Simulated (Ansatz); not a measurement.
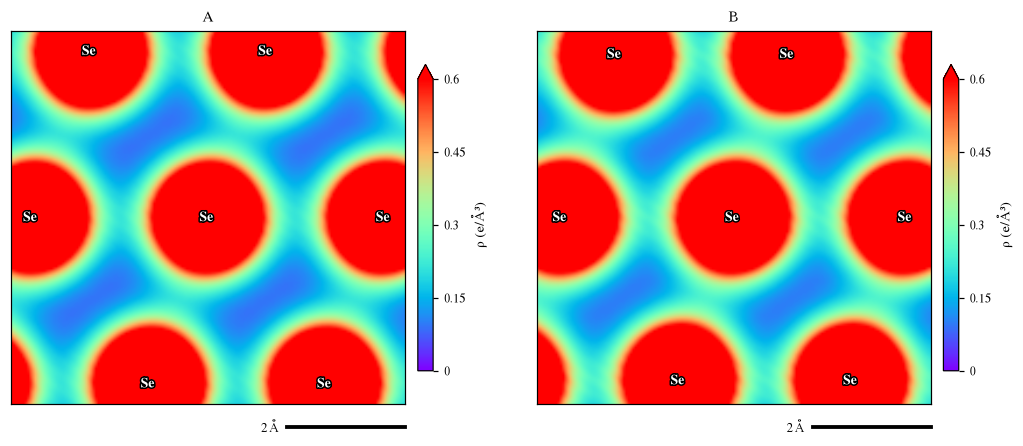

Se. The valence pseudo-density of two cells that differ in size and shape, on the (11̄0) plane of each (indices in the axes of the calculation cell), at one length scale and on one colour scale: A has 20.8 Å³ an atom and B 19.8.

Theory: DFT PBEsol, scalar-relativistic, plane waves, PAW in Ansatz 0.2.0.

Core electrons are frozen (PAW), and the valence fields are smoothed inside the atomic spheres.

The larger cell:

```xyz
1
Lattice="-1.7321 1.7321 1.7321 1.7321 -1.7321 1.7321 1.7321 1.7321 -1.7321" Properties=species:S:1:pos:R:3 pbc="T T T"
Se    0.0000    0.0000    0.0000
```

The smaller cell: a = 2.997 Å, b = 2.943 Å, c = 2.935 Å, α = 109.52°, β = 109.99°, γ = 109.57°.

**What changes from the larger cell to the smaller?**

From the larger cell to the smaller, Se–Se goes from 3.00 to 2.94 Å, and the density at its midpoint from 0.21 to 0.25 e/Å³; the pressure goes from −6 to −2.1 GPa.
